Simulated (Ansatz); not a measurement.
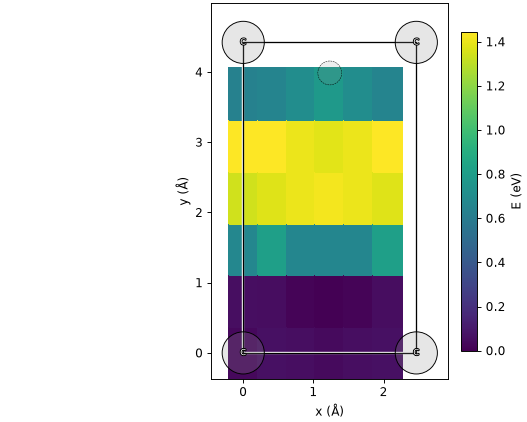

Energy landscape of Si on a C(10−1) slab cut from the C2/m phase, its upper half relaxed before the scan (16 atoms of substrate and one adsorbate in a 2 × 1 cell). 
- Si is moved over the surface cell at a fixed height above a rigid substrate; the origin of the map has the adsorbate above C15; the height is held at 2.50 Å.
- Places are given modulo a cell vector. The map is drawn in real space over the plane of the surface.
- Grid: 6 × 6 points; 24 points were computed and 12 follow by symmetry.
- Places are given in fractions of the 1 × 1 surface cell.
- All energies are given in eV relative to the lowest grid point.
- Energies and slopes of some neighbouring points disagree (a jump in structure or state, or too coarse a mesh). The magnetic moment jumps between some neighbouring points. At a fixed height the lowest place need not be the adsorption site.
- Computed with DFT PBE+D3(BJ), scalar-relativistic, plane waves, PAW (Ansatz). Settings: cutoff 420 eV, k-mesh 6×6×1, gaussian smearing 0.05 eV, spin-polarised.

The picture shows one coloured cell a grid point, labelled circles for the atoms of the top layer and small ones for the second layer, the outline of one cell of the plane. 

Question: Describe this landscape.

Answer: The lowest grid point is at (3/6, 1/6) of the cell vectors [nearest 2 C at 2.88 Å]. The highest grid point, (0/6, 4/6) of the cell vectors [nearest 1 C at 2.90 Å], lies 1.45 eV above the lowest. At the lowest point the adsorbate has 2 C at 2.88 Å as nearest neighbours, at the highest 1 C at 2.90 Å.

Each point was launched as `ansatz run input.yaml --threads 2 --pin off --max-ram 6144MiB --backend cpu --events-out ev --progress --plain --runs-dir out`. The whole map (24 points run) took 17 min on 2 threads of AMD EPYC 9R45 96-Core Processor (Zen 5), on a shared host.

PAW datasets: the set soft_1.
